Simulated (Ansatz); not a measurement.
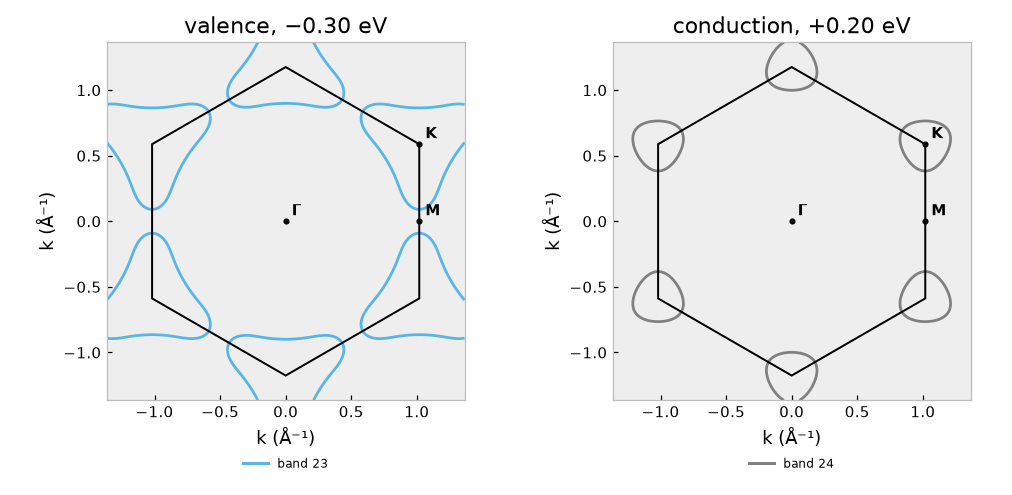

A Te2Mo monolayer (space group of the slab cell P-6m2): constant-energy contours at both band edges (energies from each edge).

These are results of DFT PBE, scalar-relativistic, plane waves, PAW; levels and slopes on a dense k mesh at the converged density (Ansatz), not measurements. No spin polarisation. The levels come from a k mesh of 72×72×1 points. Cell and positions as given, without relaxation. The cell comes from a database of computed structures, not from a measurement.

Masses come from a second pass at points close to the extrema; at the energies drawn a band may no longer be parabolic.

What kind of gap has this crystal, and what size does the calculation give?

Answer. The gap is direct, 1.04 eV at this level of theory (semilocal functionals give gaps that are too small, and can reorder valleys that lie close).

Give the valleys and their effective masses.

Answer. Valence band (extrema up to 0.30 eV from the edge): two equivalent maxima at K, mass 0.64 mₑ in all directions. Band 23 forms the valence edge.
Conduction band (extrema up to 0.20 eV from the edge): two equivalent minima at K, mass 0.51 mₑ in all directions. Band 24 forms the conduction edge.

Spin-orbit coupling, left out here, can change the gap, its kind, the place of the band edges and the masses, since the compound holds Te and Mo.

Cost: 3.9 min on 1 thread of Arm Neoverse V2, with other jobs on the host, peak memory 1.3 GiB.
